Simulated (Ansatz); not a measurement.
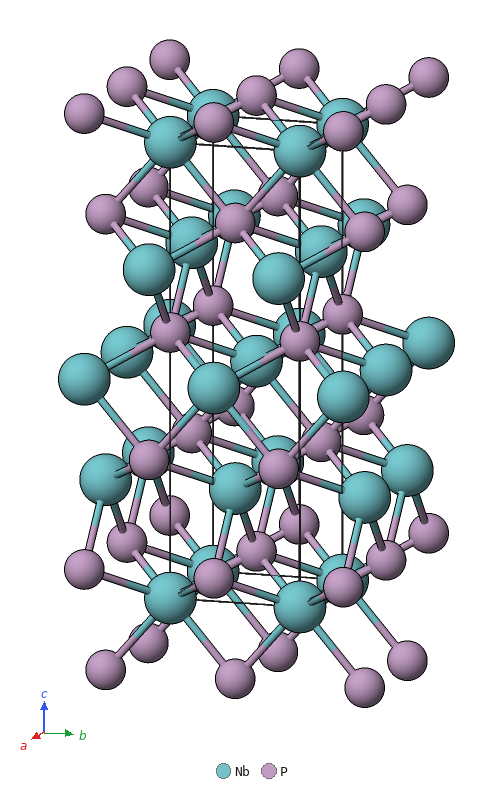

The figure gives a ball-and-stick picture of the atoms, viewed slightly off an axis. The frame is the conventional unit cell; atoms at its boundary are shown with their periodic copies. Periodic images bonded to atoms of the box are shown as well.

NbP, space group I4_1md (No. 109), a = 3.346 Å, b = 3.346 Å, c = 11.435 Å, α = 90.00°, β = 90.00°, γ = 90.00°. Its origin is a structure listed in the Materials Project. Earlier steps of the study, as a rule a relaxation of our own, may have changed the cell and positions, so they can lie some per cent off the listed ones. It was the input of a calculation with Ansatz.

This one geometry was computed with Ansatz (DFT, plane waves, PAW) at four levels of theory: PBE with spin-orbit coupling, LDA, r2SCAN and PBEsol.

Which level gives the highest pressure at this volume, and what does that say about its equilibrium volume?

Answer. Highest: PBE with spin-orbit coupling (0.0 GPa), which points to the largest equilibrium volume. Lowest, with the smallest volume: LDA (-8.4 GPa). Levels within 0.5 GPa of each other can't be told apart.

How does the band gap change with the level of theory?

Answer. All levels give a metal.

Collect the results in a table.

Answer.
| level | cutoff (eV) | k-mesh of the run's cell | gap (eV) | pressure (GPa) |
| --- | --- | --- | --- | --- |
| PBE with spin-orbit coupling | 420 | 14×14×14 | metal | 0.0 |
| LDA | 420 | 14×14×14 | metal | -8.4 |
| r2SCAN | 500 | 14×14×14 | metal | -0.6 |
| PBEsol | 420 | 14×14×14 | metal | -5.4 |

Gaps are taken on the k-mesh or band path of each run.
